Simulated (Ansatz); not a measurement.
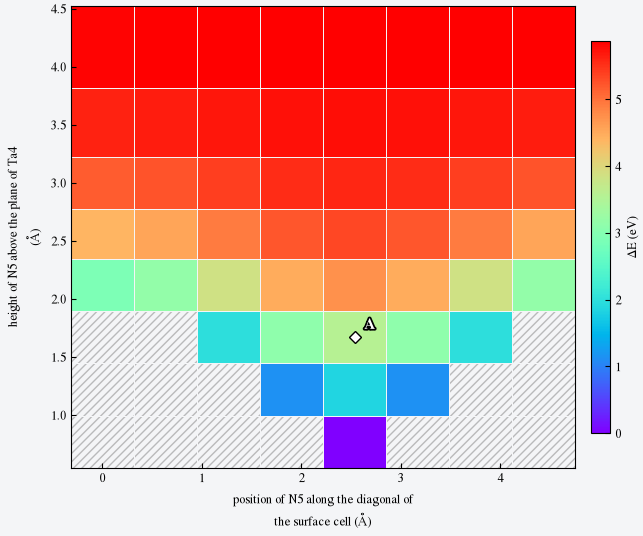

N on a Ta(110) slab cut from the Fm-3m phase, its upper half relaxed before the scan (4 atoms of substrate and one adsorbate in a 1 × 1 cell). 
- N is moved along a line over the surface and along the normal, above a rigid substrate.
- First axis: position of N5 along the diagonal of the surface cell, from above Ta4. Second axis: height of N5 above the plane of Ta4.
- The scan uses an 8 × 8 grid; 31 points were computed and 18 follow by symmetry. At 15 points there is no value (left out of the scan, as a rule where atoms come close).
- Points are written as (first, second).
- Energies are in eV, from the lowest grid point.
- Energies and slopes of some neighbouring points disagree (a jump in structure or state, or too coarse a mesh).
- Computed with DFT LDA, scalar-relativistic, plane waves, PAW (Ansatz 0.2.0). Settings: cutoff 420 eV, k-mesh 9×7×1, gaussian smearing 0.1 eV, spin-polarised.

In the figure: one coloured cell a grid point, hatched blanks where no value was computed, the point A.

Is A at rest? If not, where is it pushed?

A, at (2.54 Å, 1.67 Å), is not a stationary point. The computed force is nearly zero along the first coordinate and 3.5 eV for each Å towards smaller values of the second coordinate.

PAW datasets: the set soft_1.
